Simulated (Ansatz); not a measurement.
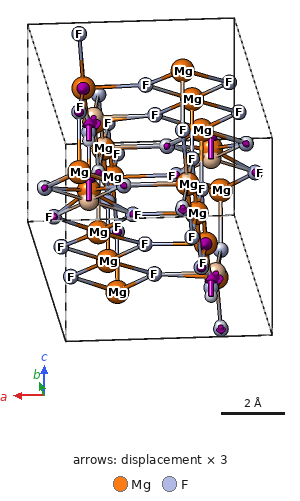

A relaxation of a defect cell of composition Mg₈F₁₅ (cell charge +1). The starting structure is drawn faded, the final one solid; purple arrows show the displacements, magnified 3 times.

The picture is a ball-and-stick view of the conventional cell (2 times the calculation's cell) (origin shifted), seen from a free direction. Lengths and directions refer to the drawn axes.

Case: F vacancy, atoms relaxed.

The calculation used DFT PBE, scalar-relativistic, plane waves, PAW in Ansatz 0.2.0.

Input
```yaml
crystal:
  lattice:
    - [-4.6978727317, 4.6978727317, 0.0]
    - [4.6978727317, 4.6978727317, 0.0]
    - [0.0, -4.6978727317, -6.1851578341]
  atoms:
    - { symbol: Mg, position: [0.75, 0.75, 0.5] }
    - { symbol: Mg, position: [0.5, 0.5, 0.0] }
    - { symbol: Mg, position: [0.25, 0.25, 0.5] }
    - { symbol: Mg, position: [0.0, 0.0, 0.0] }
    - { symbol: Mg, position: [0.125, 0.625, 0.25] }
    - { symbol: Mg, position: [0.875, 0.375, 0.75] }
    - { symbol: Mg, position: [0.625, 0.125, 0.25] }
    - { symbol: Mg, position: [0.375, 0.875, 0.75] }
    - { symbol: F, position: [0.0, 0.303569282, 0.0] }
    - { symbol: F, position: [0.75, 0.053569282, 0.5] }
    - { symbol: F, position: [0.5, 0.803569282, 0.0] }
    - { symbol: F, position: [0.428569282, 0.625, 0.25] }
    - { symbol: F, position: [0.178569282, 0.375, 0.75] }
    - { symbol: F, position: [0.928569282, 0.125, 0.25] }
    - { symbol: F, position: [0.678569282, 0.875, 0.75] }
    - { symbol: F, position: [0.25, 0.946430718, 0.5] }
    - { symbol: F, position: [0.0, 0.696430718, 0.0] }
    - { symbol: F, position: [0.75, 0.446430718, 0.5] }
    - { symbol: F, position: [0.5, 0.196430718, 0.0] }
    - { symbol: F, position: [0.821430718, 0.625, 0.25] }
    - { symbol: F, position: [0.571430718, 0.375, 0.75] }
    - { symbol: F, position: [0.321430718, 0.125, 0.25] }
    - { symbol: F, position: [0.071430718, 0.875, 0.75] }
total_charge: 1
basis:
  ecutwfc: 420
kpoints:
  mp_grid: { grid: [4, 4, 4] }
hamiltonian:
  xc: pbe
scf:
  occupations: { method: gaussian, width: 0.05 }
output:
  forces: true
  stress: true
  eigenvalues: true
relax:
  adjacent_minimum: "off"
  f_tol: 0.02
  max_steps: 50
```

Run as
```bash
ansatz run input.yaml --threads 4 --pin off --max-ram 9216MiB --backend cpu --events-out ev --progress --plain --runs-dir out
```

Question: Describe the change and its energy.

Answer: The energy falls by 1.137 eV per cell of the calculation in 4 accepted moves (5 points after the start). The largest force component goes from 1.9 to 0.003 eV/Å. 1 step only repeated the SCF at the same geometry. The atom that moves furthest is Mg3 (0.35 Å along +c). By element the largest moves are Mg 0.35 Å, F 0.29 Å. The cell stays as it was. Among the contacts that change: Mg5–F17 2.023 → 1.919 Å, Mg3–F16 2.017 → 1.960 Å, Mg5–F16 2.023 → 1.968 Å, Mg6–F18 2.023 → 1.983 Å. Among the angles between lasting bonds that change: Mg5–F16–Mg8 99.7° → 124.7°, F13–Mg3–F22 180.0° → 158.9°, F11–Mg8–F16 180.0° → 163.0°. The run took 80 s on 4 threads of Arm Neoverse V2 (shared host), peak memory 1.1 GiB.

Limits of the set-up: the periodic images lie only 6.6 Å apart, so the values are limited by the cell's size; the cell is charged, on a uniform background, and energies carry no finite-size correction.
